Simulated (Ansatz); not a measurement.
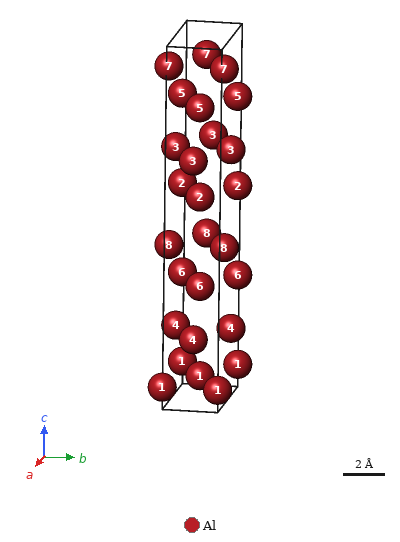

The structure as given in the input (spheres-only view of the cell 2 times as large as that of the calculation, set on its symmetry axes, seen slightly off an axis; atoms are numbered from 1 in the order of the input). An atom can appear more than once, as a periodic image.

## Single-point calculation of Al

- system: Al (8 atoms in the cell)
- method: DFT LDA+D3(BJ), scalar-relativistic, plane waves, PAW, PAW set soft_1, no spin polarisation (Ansatz 0.2.0)

The structure derives from a Materials Project entry. Figures and captions count atoms from 1; the log counts them from 0 in places.

Log:
```
Warning: [file] the record states the generating functional pbe (its physics header spells it `PBE`), which answers neither for hamiltonian.xc's functional nor for the lda family's — results may be inconsistent (PPs are generated against a specific XC)
Warning: crystal.symmetry: narrowed to the stabiliser of the k-point mesh — unitary ops 2 → 1; excluded 1 operation that carries a point of the 16×16×3 mesh (shift [0, 0, 0]) off the mesh (the run samples exactly the mesh kpoints.mp_grid names, as under crystal.symmetry.detect: false, and its converged state has the mesh's symmetry, not the crystal's; ε∞, the Born charges and the force constants of a linear response (`dielectric:` by the response, `phonons.method: dfpt`) are averaged over those of the crystal's operations that the state keeps within a tolerance, where `mesh_tensors`, `unaveraged_element` or `gamma_mean_max_change_ev_ang2` stands beside them; a row that `dielectric.field_direction` solves alone is averaged likewise, with nothing beside; a Γ-centred mesh of equal divisions is mapped onto itself by every operation and keeps the whole group, as does a half-shifted one under kpoints.further_shifts: images)
Warning: the engine holds no damping parameters fitted to this dispersion correction and functional, so the run takes those fitted to pbe (hamiltonian.dispersion, under Limitations)
Engine: ansatz 0.2.0, aarch64-unknown-linux-gnu
Pseudopotentials: kind: paw
Pseudopotential: Al, paw, valence charge 3, recommended cutoff 420 eV (normal), [file]
Functional definition: SPW92
  exchange = slater_x
  correlation = pw_c
Crystal: 8 atoms, lattice volume = 121.457 Å³
Basis set: ecut = 420 eV, 2383 PW (Γ)
Bands: 20, of which v1, the nominal top of the filled ones, is band 12 counted from 1 (11 counted from 0)
Symmetry: 1 space group operations
k-points: 386 of 768 (time reversal used)
Non-local potential: Al, projectors of the file, l = 0: 2, l = 1: 2, l = 2: 1
PAW form: soft (Blöchl's): semilocal exchange-correlation on the pseudo side does not see the compensation charge
PAW frozen core: Al, regenerated for the run's functional, and the local potential with it (the file was generated under x = pbe(κ = 0.804, μ = 0.2195149727645171), c = pbe(β = 0.06672455060314922))
PAW one-centre angular grid: Al, 110 points (default); XC on 64 Gauss nodes
Initial density: superposition of atomic densities (chi_scale 0.1, normalization cell)
Initial wavefunctions: pseudopotential atomic-orbital guess
Functional: x = slater, c = lda
SCF iter   1: F=—  HF=-4105.883163 eV  |F-HF|=—  |Δ(HF+E_count)|=         —  Δρ=2.25e-2  dr2=7.19e-1  ethr=3.10e-3  ⟨swp⟩=6.4  Hψ=44805  notcnv=0  defer=5
preconditioner: auto → Kerker (q_TF=auto, 2.082 Å⁻¹)  [metal: Δε(μ)=0.009 eV  Ē_g=7.684 eV  σ=0.150 eV  W_gap=0.03  n_scr=12 (ndim 8)  ℏωp=16.5 eV  f_vac=0.000  D(μ)=3.02/eV (n_scr^D=12)]
SCF iter   2: F=—  HF=-4105.554159 eV  |F-HF|=—  |Δ(HF+E_count)|=   3.29e-1  Δρ=1.45e-2  dr2=2.72e-1  ethr=3.00e-3  ⟨swp⟩=1.0  Hψ=10808  notcnv=0  defer=7
SCF iter   3: F=—  HF=-4105.382880 eV  |F-HF|=—  |Δ(HF+E_count)|=   1.71e-1  Δρ=1.55e-3  dr2=3.33e-3  ethr=1.13e-3  ⟨swp⟩=1.0  Hψ=6955  notcnv=0  defer=8
SCF iter   4: F=—  HF=-4105.380835 eV  |F-HF|=—  |Δ(HF+E_count)|=   2.04e-3  Δρ=1.22e-4  dr2=1.83e-5  ethr=1.39e-5  ⟨swp⟩=1.9  Hψ=10392  notcnv=0  defer=8
SCF iter   5: F=—  HF=-4105.380824 eV  |F-HF|=—  |Δ(HF+E_count)|=   1.11e-5  Δρ=1.93e-5  dr2=4.90e-7  ethr=7.63e-8  ⟨swp⟩=2.3  Hψ=11517  notcnv=0  defer=149
SCF iter   6: F=-4105.380824 eV  HF=-4105.380824 eV  |F-HF|=6.30e-9  |Δ(HF+E_count)|=   9.05e-8  Δρ=2.42e-6  dr2=1.17e-8  ethr=4.17e-10  ⟨swp⟩=11.8  Hψ=51649  notcnv=0
SCF 1 converged in 6 iterations: F = -4105.380824 eV  dr2 = 1.17e-8
  greatest PAW one-centre occupation: 0.484 electrons in one spin orbital (limit 2), on the Al atom at site 0 (counted from 0), in its partial waves of l = 0
```

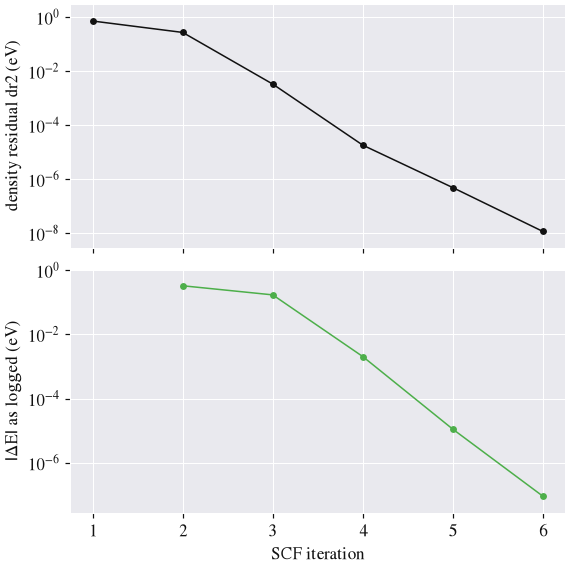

Convergence of the self-consistent field: density residual dr2 and size of the energy change against the SCF iteration. The residual falls at every step.

```
SCF converged after 6 iterations
Free energy (F): -4105.380824 eV
Harris-Foulkes:  -4105.380824 eV  (|F-HF|=6.30e-9)
Internal energy: -4105.347223 eV  (E = F + TS)
E sigma→0 (E₀):  -4105.364024 eV
Entropy (-TS):   -0.033601 eV (-4.200 meV/atom)
Fermi energy:    8.595102 eV
--- Per-component energies (eV) ---
  E_band       = 95.306061
  E_kinetic    = 191.046914
  E_local      = 88.066124  (includes V_loc(G=0)·N_el)
  E_nonlocal   = 88.043209
  E_hartree    = 0.974853
  E_xc         = -304.063691
  E_vxc        = -241.960444  (∫ρ·V_xc dr)
  E_paw        = -3563.042250  (= ΣΔE_a)
  E_vpaw       = -31.839498  (= ΣTr[D̂ρ^β])
  E_aug_tail   = -0.000034  (compensation charges beyond the density's cutoff)
  E_ewald      = -603.883127
  E_disp       = -2.934954  (pairwise vdW)
  E_core_change = 0.445733  (= ΣΔE_core)
  E_smearing   = -0.033601  (= −TS)
  E_closure    = -0.000000  (closes the sum)
  Σ components = -4105.380824   (vs F -4105.380824, Δ=0.00e0)
--- Forces (eV/Å), atoms counted from 1 ---
  atom   1  Al     0.50831948    -0.29286322     1.66645118
  atom   2  Al     0.00350732    -0.00235166    -0.02471676
  atom   3  Al     0.00575305    -0.00399905    -0.00633357
  atom   4  Al     0.00252061    -0.00050755    -0.00886915
  atom   5  Al     0.01918682    -0.01032132     0.07108542
  atom   6  Al     0.00823723    -0.00549989     0.00133347
  atom   7  Al    -0.54525692     0.31400239    -1.71223482
  atom   8  Al    -0.00226732     0.00154039     0.01328446
  max |Σ_I F_I| component: 2.68e-7 eV/Å
--- Stress (GPa, compression-positive) ---
        0.368719      -0.216314       1.595899
       -0.216314       0.333159      -1.027372
        1.595899      -1.027372       4.874023
  P = ⅓ Tr σ = 1.8586 GPa (18.586 kbar)
--- Band table (eV; the first three rows and the last of 386) ---
  k-point 0: bands = ["-3.0698", "-2.6411", "-2.6058", "-1.3107", "-1.2907", "0.8722", "0.8747", "3.6961", "4.0396", "7.5988", "7.6507", "12.0061", "12.1178", "16.8506", "17.1296", "19.8971", "19.9296", "19.9530", "20.0265", "20.0525"]
  k-point 1: bands = ["-3.0217", "-2.8689", "-2.2792", "-1.8376", "-0.6688", "0.0565", "1.7798", "2.7706", "5.0497", "6.2953", "9.0317", "10.5138", "13.6665", "15.3229", "18.5882", "19.8961", "19.9042", "19.9996", "20.0020", "20.0239"]
  k-point 2: bands = ["-2.9691", "-2.5695", "-2.4766", "-1.2872", "-1.1155", "0.8452", "1.0969", "3.7229", "4.2031", "7.5129", "7.9180", "11.8998", "12.3797", "16.6674", "17.2313", "17.9419", "18.2327", "18.5865", "18.7267", "18.8816"]
  k-point 385: bands = ["3.1311", "3.2113", "3.3672", "3.5276", "3.6168", "3.8399", "4.3090", "4.6447", "5.0357", "5.5027", "6.2230", "6.7376", "7.2757", "7.8481", "8.9340", "9.5810", "10.2608", "10.8951", "12.3923", "13.1252"]
```

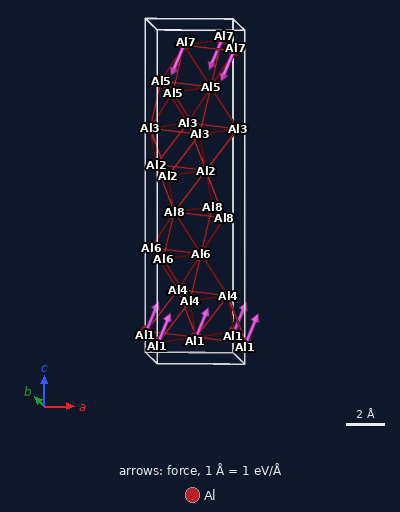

Forces on the atoms as pink arrows (ball-and-stick view of the cell 2 times as large as that of the calculation, set on its symmetry axes, seen slightly off an axis; atoms are numbered from 1 in the order of the input); the smallest are left out. The largest act on Al7 (1.82 eV/Å); Al1 (1.77 eV/Å). The geometry is not a stationary point of this energy.

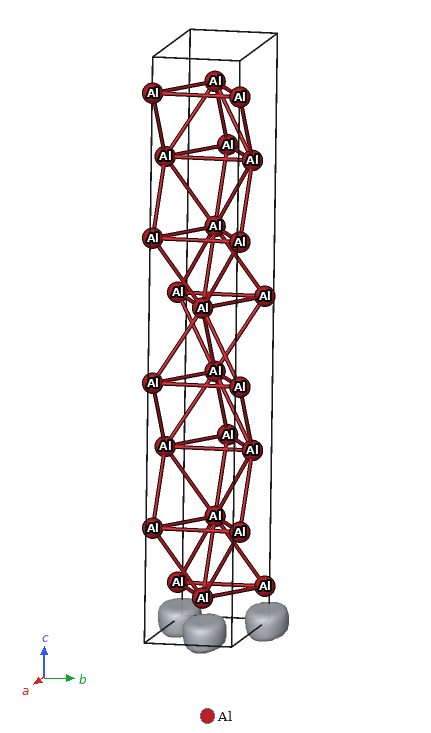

Isosurface of the ELF at 0.7 (grey), seen slightly off an axis. Core shells and regions of very low density are left out. Sticks mark near contacts. The outline is the cell set on symmetry axes. The ELF exceeds this value in two regions between bonded Al–Al atoms (shared pairs), counted in one cell of 16 atoms. Along the contacts the grid gives the following. Core electrons are frozen (PAW), so the fields are smoothed inside the atomic spheres.

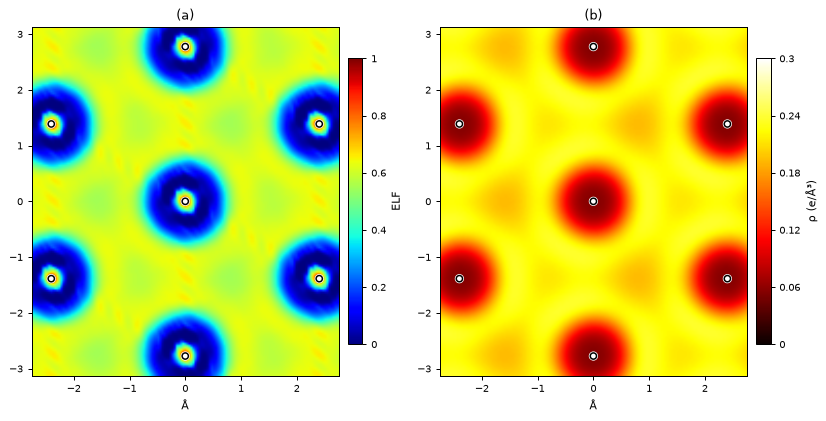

(a) electron localisation function; (b) valence charge density (pseudo) on the (001) plane of the conventional cell. Circles mark the nuclei in the plane (Al). Away from the nuclei the density in this plane falls to 0.19 e/Å³ at its lowest.

This output came from the following input.

Input file:
```yaml
crystal:
  lattice:
    - [-2.7749349733, 0.0, 0.0]
    - [-1.3874674867, -2.4031641807, 0.0]
    - [-2.3124458111, -1.8691276961, 18.213157179]
  atoms:
    - { symbol: Al, position: [-0.0277777778, -0.0486111111, 0.0625] }
    - { symbol: Al, position: [-0.25, -0.4375, 0.5625] }
    - { symbol: Al, position: [0.0277777778, -0.2013888889, 0.6875] }
    - { symbol: Al, position: [0.25, 0.1875, 0.1875] }
    - { symbol: Al, position: [-0.3611111111, -0.6319444444, 0.8125] }
    - { symbol: Al, position: [-0.1388888889, -0.2430555556, 0.3125] }
    - { symbol: Al, position: [0.25, -0.0625, 0.9375] }
    - { symbol: Al, position: [0.4722222222, 0.3263888889, 0.4375] }
basis:
  ecutwfc: 420
kpoints:
  mp_grid: { grid: [16, 16, 3] }
hamiltonian:
  xc: lda
  pseudopotentials: { kind: paw, azcp: { folder: soft_1 } }
  dispersion: d3bj
scf:
  occupations: { method: gaussian, width: 0.15 }
output:
  forces: true
  stress: true
  eigenvalues: true
  write_density: true
  write_potential: true
  elf: true
  volumetric_format: npy
```

Run as:
```bash
ansatz run input.yaml --threads 2 --pin off --max-ram 4096MiB --backend cpu --events-out ev --progress --plain --runs-dir out
```

Results in brief:

- outcome: converged
- space group (tolerance 0.01 Å): Cm (8)
- electrons treated: 24
- free energy: −4105.3808 eV
- Fermi energy: 8.595 eV
- gap on the k-point mesh: none (metallic)
- pressure: 1.86 GPa
- largest force (length of the vector): 1.824 eV/Å
- hardware: 2 threads of Arm Neoverse N1, 98 GiB of memory available, shared host
- wall time: 94 s (CPU time 3.1 min)
- peak memory: 0.96 GiB

Remarks:

Notes on the run: the PAW datasets were made with another functional; the k-point mesh lowers the symmetry that the run can use; the dispersion correction has no parameters fitted for this combination and takes those fitted for PBE.
